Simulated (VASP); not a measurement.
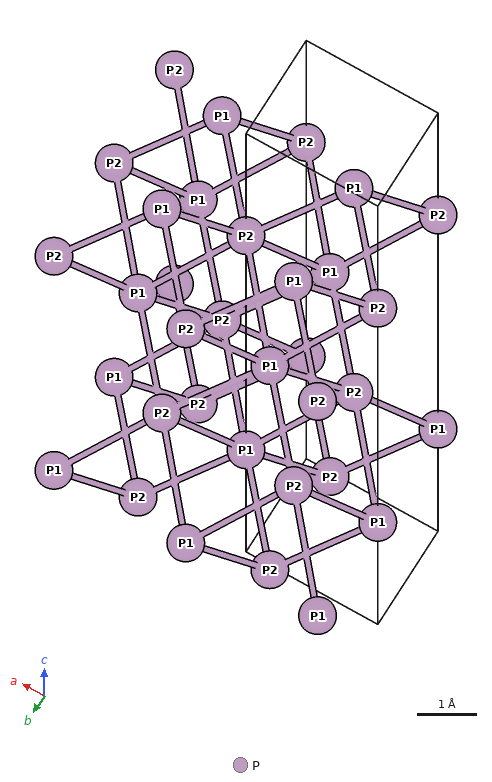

The input geometry (ball-and-stick view of the cell 3 times as large as that of the calculation, set on its symmetry axes, repeated 2 × 2 × 1, seen at an oblique angle; atoms are numbered from 1 in the order of the input). An atom can appear more than once, as a periodic image. Near neighbours in the periodic cell (some may lie outside the picture): P has 6 P at 2.30 to 2.42 Å.

Geometry relaxation, with input and output: P (part 1 of 2)

The run: geometry relaxation of P (2 atoms in the cell). Method and program: Kohn-Sham DFT of a periodic cell, PBEsol with D3(BJ), VASP PAW PBE potentials, recommended, no spin polarisation (VASP 6.6.1).

The structure derives from a Materials Project entry.

OSZICAR:
```
N       E                     dE             d eps       ncg     rms          rms(c)
DAV:   1     0.360214236206E+01    0.36021E+01   -0.27952E+03  3685   0.451E+02
DAV:   2    -0.110665943476E+02   -0.14669E+02   -0.14088E+02  5102   0.833E+01
DAV:   3    -0.113425234192E+02   -0.27593E+00   -0.27451E+00  4324   0.112E+01
DAV:   4    -0.113434087816E+02   -0.88536E-03   -0.88487E-03  5062   0.607E-01
DAV:   5    -0.113434108696E+02   -0.20880E-05   -0.20869E-05  4449   0.167E-02    0.102E+01
RMM:   6    -0.113138264185E+02    0.29584E-01   -0.33392E-03  3402   0.441E-01    0.606E+00
RMM:   7    -0.112973102851E+02    0.16516E-01   -0.77778E-03  3402   0.716E-01    0.110E-01
RMM:   8    -0.112973098404E+02    0.44464E-06   -0.61327E-04  3403   0.219E-01    0.825E-02
RMM:   9    -0.112973233750E+02   -0.13535E-04   -0.86276E-05  3407   0.740E-02    0.561E-02
RMM:  10    -0.112973262737E+02   -0.28987E-05   -0.12009E-05  3410   0.279E-02    0.164E-02
RMM:  11    -0.112973267552E+02   -0.48151E-06   -0.28517E-06  3405   0.113E-02    0.557E-03
RMM:  12    -0.112973268047E+02   -0.49410E-07   -0.53982E-07  2823   0.486E-03
   1 F= -.11182997E+02 E0= -.11182943E+02  d E =-.111830E+02
       N       E                     dE             d eps       ncg     rms          rms(c)
DAV:   1    -0.112753936553E+02    0.21933E-01   -0.77648E-02  4531   0.177E+00    0.323E-01
RMM:   2    -0.112742577649E+02    0.11359E-02   -0.12852E-03  3402   0.298E-01    0.169E-01
RMM:   3    -0.112737387847E+02    0.51898E-03   -0.89171E-04  3402   0.214E-01    0.462E-02
RMM:   4    -0.112737433551E+02   -0.45703E-05   -0.47685E-05  3407   0.629E-02    0.438E-02
RMM:   5    -0.112737443579E+02   -0.10028E-05   -0.47617E-06  3411   0.169E-02    0.129E-02
RMM:   6    -0.112737450398E+02   -0.68189E-06   -0.99583E-07  3339   0.720E-03    0.193E-03
RMM:   7    -0.112737449596E+02    0.80175E-07   -0.21377E-07  2574   0.295E-03
   2 F= -.11183295E+02 E0= -.11183230E+02  d E =-.298016E-03
       N       E                     dE             d eps       ncg     rms          rms(c)
DAV:   1    -0.112853834499E+02   -0.11638E-01   -0.15603E-02  4443   0.788E-01    0.149E-01
RMM:   2    -0.112851562603E+02    0.22719E-03   -0.25727E-04  3402   0.134E-01    0.787E-02
RMM:   3    -0.112850463449E+02    0.10992E-03   -0.18774E-04  3402   0.980E-02    0.210E-02
RMM:   4    -0.112850461646E+02    0.18032E-06   -0.97430E-06  3408   0.286E-02    0.197E-02
RMM:   5    -0.112850454570E+02    0.70765E-06   -0.96907E-07  3361   0.763E-03    0.645E-03
RMM:   6    -0.112850449680E+02    0.48900E-06   -0.19652E-07  2557   0.324E-03    0.772E-04
RMM:   7    -0.112850449964E+02   -0.28426E-07   -0.45960E-08  2367   0.139E-03
   3 F= -.11183854E+02 E0= -.11183800E+02  d E =-.856707E-03
       N       E                     dE             d eps       ncg     rms          rms(c)
DAV:   1    -0.112872557889E+02   -0.22108E-02   -0.46126E-03  4384   0.414E-01    0.402E-02
RMM:   2    -0.112872519399E+02    0.38490E-05   -0.74744E-05  3402   0.707E-02    0.210E-02
RMM:   3    -0.112872475374E+02    0.44025E-05   -0.13707E-05  3403   0.279E-02    0.457E-03
RMM:   4    -0.112872474189E+02    0.11851E-06   -0.11881E-06  3405   0.921E-03    0.358E-03
RMM:   5    -0.112872472887E+02    0.13018E-06   -0.19567E-07  2496   0.295E-03    0.104E-03
RMM:   6    -0.112872472807E+02    0.79681E-08   -0.30407E-08  2297   0.112E-03
   4 F= -.11183991E+02 E0= -.11183932E+02  d E =-.136763E-03
       N       E                     dE             d eps       ncg     rms          rms(c)
DAV:   1    -0.112878537037E+02   -0.60642E-03   -0.39214E-04  4706   0.121E-01    0.117E-02
RMM:   2    -0.112878533381E+02    0.36558E-06   -0.58882E-06  3402   0.203E-02    0.607E-03
RMM:   3    -0.112878529111E+02    0.42703E-06   -0.10916E-06  3403   0.798E-03    0.134E-03
RMM:   4    -0.112878528650E+02    0.46139E-07   -0.87911E-08  2289   0.262E-03
   5 F= -.11183997E+02 E0= -.11183940E+02  d E =-.142556E-03
       N       E                     dE             d eps       ncg     rms          rms(c)
DAV:   1    -0.112877845008E+02    0.68410E-04   -0.51777E-06  4495   0.139E-02    0.150E-03
RMM:   2    -0.112877844977E+02    0.31066E-08   -0.79351E-08  2109   0.237E-03
   6 F= -.11183997E+02 E0= -.11183940E+02  d E =-.142612E-03
       N       E                     dE             d eps       ncg     rms          rms(c)
DAV:   1    -0.112868173167E+02    0.96718E-03   -0.44418E-04  4031   0.136E-01    0.188E-02
RMM:   2    -0.112868166703E+02    0.64635E-06   -0.11752E-05  3402   0.298E-02    0.881E-03
RMM:   3    -0.112868160641E+02    0.60626E-06   -0.17623E-06  3402   0.111E-02    0.156E-03
RMM:   4    -0.112868161417E+02   -0.77620E-07   -0.14911E-07  2370   0.341E-03
   7 F= -.11184003E+02 E0= -.11183947E+02  d E =-.648955E-05
       N       E                     dE             d eps       ncg     rms          rms(c)
DAV:   1    -0.112869016366E+02   -0.85573E-04   -0.36334E-06  4630   0.123E-02    0.168E-03
RMM:   2    -0.112869016291E+02    0.74651E-08   -0.87861E-08  1890   0.260E-03
   8 F= -.11184003E+02 E0= -.11183947E+02  d E =-.662561E-05
       N       E                     dE             d eps       ncg     rms          rms(c)
DAV:   1    -0.112873536803E+02   -0.45204E-03   -0.35160E-04  3978   0.118E-01    0.130E-02
RMM:   2    -0.112873539843E+02   -0.30404E-06   -0.93188E-06  3397   0.266E-02    0.539E-03
RMM:   3    -0.112873537539E+02    0.23038E-06   -0.85087E-07  3392   0.827E-03    0.106E-03
RMM:   4    -0.112873537125E+02    0.41430E-07   -0.93207E-08  2225   0.251E-03
   9 F= -.11184008E+02 E0= -.11183950E+02  d E =-.423439E-05
       N       E                     dE             d eps       ncg     rms          rms(c)
DAV:   1    -0.112875863776E+02   -0.23262E-03   -0.94535E-05  4402   0.612E-02    0.673E-03
RMM:   2    -0.112875864530E+02   -0.75478E-07   -0.23227E-06  3367   0.133E-02    0.289E-03
RMM:   3    -0.112875863922E+02    0.60809E-07   -0.22329E-07  2436   0.417E-03
  10 F= -.11184008E+02 E0= -.11183950E+02  d E =-.481095E-05
```

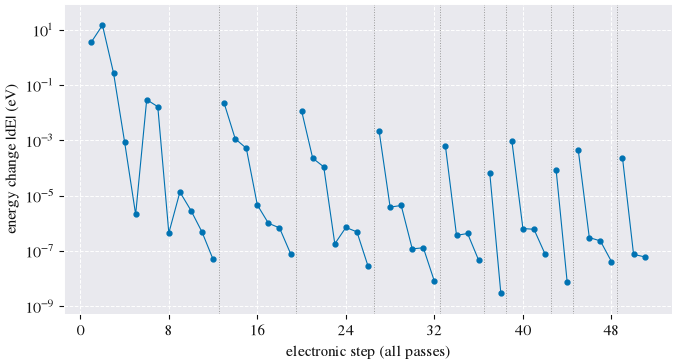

Convergence of the self-consistent field: energy change |dE| against the electronic step. Each stretch between dotted lines is the SCF of one geometry step of a relaxation. The 10 ionic steps take 2 to 12 electronic steps each. The density is held fixed in the first few steps, and dE rises again when its update begins.

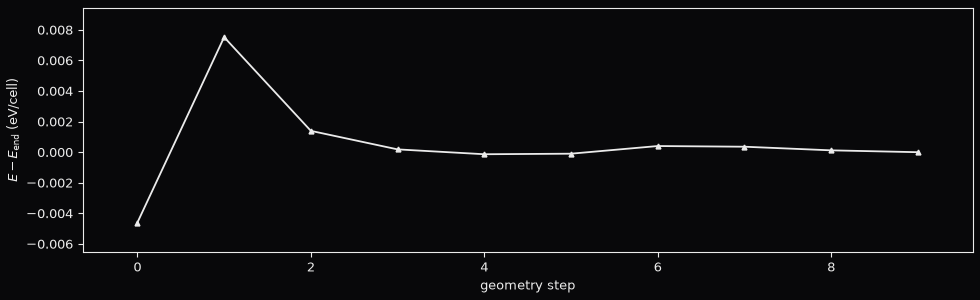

Progress of the relaxation, step by step (steps are counted from 0).

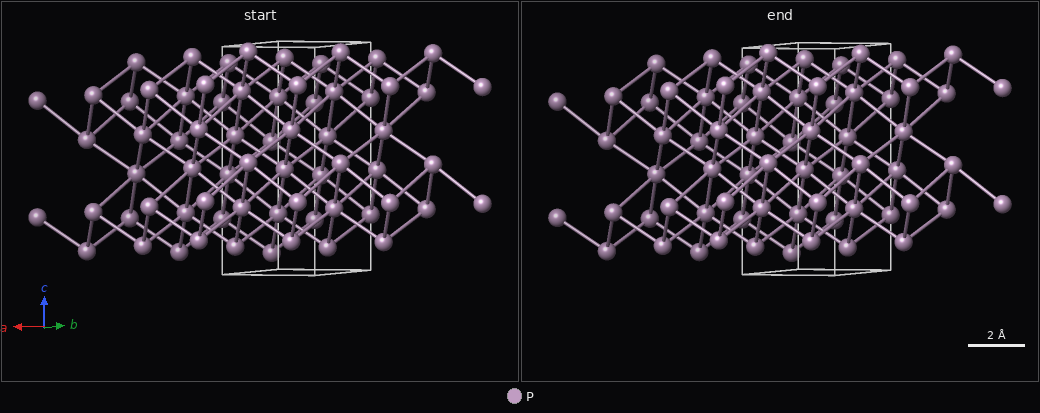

Before (left) and after (right) the relaxation, at one scale (ball-and-stick view of the cell 3 times as large as that of the calculation, set on its symmetry axes, repeated 3 × 3 × 1, seen at an oblique angle). The atoms keep their places relative to the cell (all moves are under 0.005 Å). The drawn cell changes as follows: a = b 3.331 → 3.332 Å (0.0 %), c 8.181 → 8.129 Å (−0.6 %); the volume changes by −0.6 %. Distances before and after: P1–P2 2.302 → 2.295 Å. The space group stays R-3m (No. 166). Over 9 geometry steps the energy rises by 4.6 meV per cell of the calculation. Largest force component: 0.036 eV/Å at the start, 0.00026 eV/Å at the end. (Atoms are counted from 1 in the order of the input.)

Parts of OUTCAR:
```
SYSTEM = P
   PREC = Accurate
   ENCUT = 200
   EDIFF = 1E-7
   ISMEAR = 0
   LREAL = .FALSE.
   LASPH = .TRUE.
   NELM = 100
   ISIF = 3
   GGA = PS
   IVDW = 12
   IBRION = 2
   NSW = 80
   EDIFFG = -0.002
   PSTRESS = 60.0
 IVDW          = 12
 VDW_S6        =  1.00000000  s6, scaling of the dipole-dipole dispersion
 VDW_S8        =  2.94910002  s8, scaling of the dipole-quadrupole dispersion
 VDW_A1        =  0.44659999  a1, scaling of the critical radii
 VDW_A2        =  6.17420006  a2, offset of the critical radii
 VDW_RADIUS    = 50.20216178  two-body interaction cutoff (in Angstroms)
 VDW_CNRADIUS  = 21.16708996  CN, coordination number cutoff (in Angstroms)

 ion  position               nearest neighbor table
   1  0.244  0.244  0.244-   2 2.30   2 2.30   2 2.30   2 2.42   2 2.42   2 2.42
   2  0.756  0.756  0.756-   1 2.30   1 2.30   1 2.30   1 2.42   1 2.42   1 2.42

  LATTYP: Found a trigonal (rhomboedric) cell.
 ALAT       =     3.3367709302
 COS(alpha) =     0.5018326409

  Lattice vectors:

 A1 = (   1.6653251069,   0.9614759014,   2.7269573924)
 A2 = (  -1.6653251069,   0.9614759014,   2.7269573924)
 A3 = (   0.0000000000,  -1.9229517927,   2.7269573922)

Analysis of symmetry for initial positions (statically):
=====================================================================
 Subroutine PRICEL returns:
 Original cell was already a primitive cell.

 Routine SETGRP: Setting up the symmetry group for a
 trigonal (rhombohedral) supercell.

 Subroutine GETGRP returns: Found 12 space group operations
 (whereof 12 operations were pure point group operations)
 out of a pool of 12 trial point group operations.

The static configuration has the point symmetry D_3d.

Analysis of symmetry for dynamics (positions and initial velocities):
=====================================================================
 Subroutine PRICEL returns:
 Original cell was already a primitive cell.

 Routine SETGRP: Setting up the symmetry group for a
 trigonal (rhombohedral) supercell.

 Subroutine GETGRP returns: Found 12 space group operations
 (whereof 12 operations were pure point group operations)
 out of a pool of 12 trial point group operations.

The dynamic configuration has the point symmetry D_3d.

 Subroutine INISYM returns: Found 12 space group operations
 (whereof 12 operations are pure point group operations),
 and found     1 'primitive' translations

----------------------------------------------------------------------------------------

                                     Primitive cell

  volume of cell :      26.1979

  direct lattice vectors                    reciprocal lattice vectors
     1.665325107  0.961475901  2.726957392     0.300241675  0.173344612  0.122236355
    -1.665325107  0.961475901  2.726957392    -0.300241675  0.173344612  0.122236355
     0.000000000 -1.922951793  2.726957392     0.000000000 -0.346689224  0.122236356

  length of vectors
     3.336770930  3.336770930  3.336770926     0.367607324  0.367607324  0.367607324

  position of ions in fractional coordinates (direct lattice)
     0.243967557  0.243967557  0.243967557
     0.756032443  0.756032443  0.756032443

  ion indices of the primitive-cell ions
   primitive index   ion index
                 1           1
                 2           2

----------------------------------------------------------------------------------------

 KPOINTS: Automatic mesh

Automatic generation of k-mesh.
 Grid dimensions read from file:
 generate k-points for:   12   12   12

 Generating k-lattice:

  Cartesian coordinates                     Fractional coordinates (reciprocal lattice)
     0.025020140  0.014445384  0.010186363     0.083333333  0.000000000  0.000000000
    -0.025020140  0.014445384  0.010186363     0.000000000  0.083333333  0.000000000
     0.000000000 -0.028890769  0.010186363    -0.000000000 -0.000000000  0.083333333

  Length of vectors
     0.030633944  0.030633944  0.030633944

  Shift w.r.t. Gamma in fractional coordinates (k-lattice)
     0.000000000  0.000000000  0.000000000

 Subroutine IBZKPT returns following result:
 ===========================================

 Found    189 irreducible k-points:

 Following reciprocal coordinates:
            Coordinates               Weight
  0.000000  0.000000  0.000000      1.000000
  0.083333 -0.000000 -0.000000      6.000000
  0.166667  0.000000  0.000000      6.000000
  0.250000  0.000000  0.000000      6.000000
  0.333333  0.000000 -0.000000      6.000000
  0.416667 -0.000000 -0.000000      6.000000
  0.500000  0.000000  0.000000      3.000000
  0.083333  0.083333 -0.000000      6.000000
  0.166667  0.083333  0.000000     12.000000
  0.250000  0.083333 -0.000000     12.000000
  0.333333  0.083333 -0.000000     12.000000
  0.416667  0.083333  0.000000     12.000000
  0.500000  0.083333 -0.000000     12.000000
 -0.416667  0.083333  0.000000     12.000000
 -0.333333  0.083333  0.000000     12.000000
 -0.250000  0.083333  0.000000     12.000000
 -0.166667  0.083333  0.000000     12.000000
 -0.083333  0.083333  0.000000      6.000000
  0.166667  0.166667 -0.000000      6.000000
  0.250000  0.166667  0.000000     12.000000
  0.333333  0.166667  0.000000     12.000000
  0.416667  0.166667 -0.000000     12.000000
  0.500000  0.166667 -0.000000     12.000000
 -0.416667  0.166667  0.000000     12.000000
 [... further k-points ...]
   k-points           NKPTS =    189   k-points in BZ     NKDIM =    189   number of bands    NBANDS=      9
   number of dos      NEDOS =    301   number of ions     NIONS =      2
   total plane-waves  NPLWV =   4096
   dimension x,y,z NGX =    16 NGY =   16 NGZ =   16
   dimension x,y,z NGXF=    32 NGYF=   32 NGZF=   32
   ions per type =               2
   NGX,Y,Z   is equivalent  to a cutoff of   7.97,  7.97,  7.97 a.u.
   NGXF,Y,Z  is equivalent  to a cutoff of  15.94, 15.94, 15.94 a.u.
 SYSTEM =  P
   PREC   = accura    normal or accurate (medium, high low for compatibility)
   ISTART =      0    job   : 0-new  1-cont  2-samecut
   ICHARG =      2    charge: 1-file 2-atom 10-const
   ISPIN  =      1    spin polarized calculation?
   LNONCOLLINEAR =      F non collinear calculations
   LSORBIT =      F    spin-orbit coupling
   LASPH  =      T    aspherical Exc in radial PAW
   ENCUT  =  200.0 eV  14.70 Ry    3.83 a.u.   3.85  3.85  3.85*2*pi/ulx,y,z
   NELM   =    100;   NELMIN=  2; NELMDL= -5     # of ELM steps
   EDIFF  = 0.1E-06   stopping-criterion for ELM
   LREAL  =      F    real-space projection
   EDIFFG = -.2E-02   stopping-criterion for IOM
   NSW    =     80    number of steps for IOM
   IBRION =      2    ionic relax: 0-MD 1-quasi-New 2-CG
   NFREE  =      1    steps in history (QN), initial steepest desc. (CG)
   ISIF   =      3    stress and relaxation
   ISYM   =      2    0-nonsym 1-usesym 2-fastsym
   POTIM  = 0.5000    time-step for ionic-motion
   TEBEG  =    0.0;   TEEND  =   0.0 temperature during run
   PSTRESS=   60.0 pullay stress
   NELECT =      10.0000    total number of electrons
   NUPDOWN=      -1.0000    fix difference up-down
   EMIN   =  10.00;   EMAX   =-10.00  energy-range for DOS
   EFERMI =   0.00;   METHOD = LEGACY
   ISMEAR =     0;   SIGMA  =   0.02  broadening in eV -4-tet -1-fermi 0-gaus
   EFERMI_NEDOS =   21; number of points for ismear=-14 and -15
   IALGO  =     68    algorithm
   IMIX   =      4    mixing-type and parameters
     AMIX     =   0.40;   BMIX     =  1.00
     AMIX_MAG =   1.60;   BMIX_MAG =  1.00
  volume/ion in A,a.u.               =      13.10        88.40
  Fermi-wavevector in a.u.,A,eV,Ry     =   1.187552  2.244147 19.188008  1.410279
  Thomas-Fermi vector in A             =   2.323700
   LORBIT       =      0    0 simple, 1 ext, 2 COOP (PROOUT), +10 PAW based schemes
   GGA     = PS    functional components
   LHFCALC =     F    Hartree Fock is set to
   AEXX    =    0.0000 exact exchange contribution
   IVDW    =    12    specifies the selected vdW correction
   LEPSILON=     F    determine dielectric tensor
   LRPA    =     F    only Hartree local field effects (RPA)
 conjugate gradient relaxation of ions
 non-spin polarized calculation
 RMM-DIIS sequential band-by-band and
 Gauss-broadening in eV      SIGMA  =   0.02
  energy-cutoff  :      200.00
  volume of cell :       26.20
 maximum number of plane-waves:       176
   NGX =  7   NGY =  7   NGZ =  7

--------------------------------------- Ionic step        1  -------------------------------------------

 number of electron      10.0000000 magnetization

 number of electron       9.9999999 magnetization

 Free energy of the ion-electron system (eV)
  ---------------------------------------------------
  ext. energy  EPLUGINS =         0.00000000
  ---------------------------------------------------
  free energy    TOTEN  =       -11.29732680 eV

  energy without entropy =      -11.29721729  energy(sigma->0) =      -11.29727205

------------------------ aborting loop because EDIFF is reached ----------------------------------------

 Edisp (eV)   -0.86676

 E8    (eV) :    -0.5145

  FORCE on cell =-STRESS in cart. coord.  units (eV):
  Direction    XX          YY          ZZ          XY          YZ          ZX
  --------------------------------------------------------------------------------------
  -------------------------------------------------------------------------------------
  Total       0.87747     0.87747     0.66153    -0.00000     0.00000     0.00000
  in kB      53.66284    53.66284    40.45715    -0.00000     0.00000     0.00000
  external pressure =      -10.74 kB  Pullay stress =       60.00 kB

 VOLUME and BASIS-vectors are now :
```
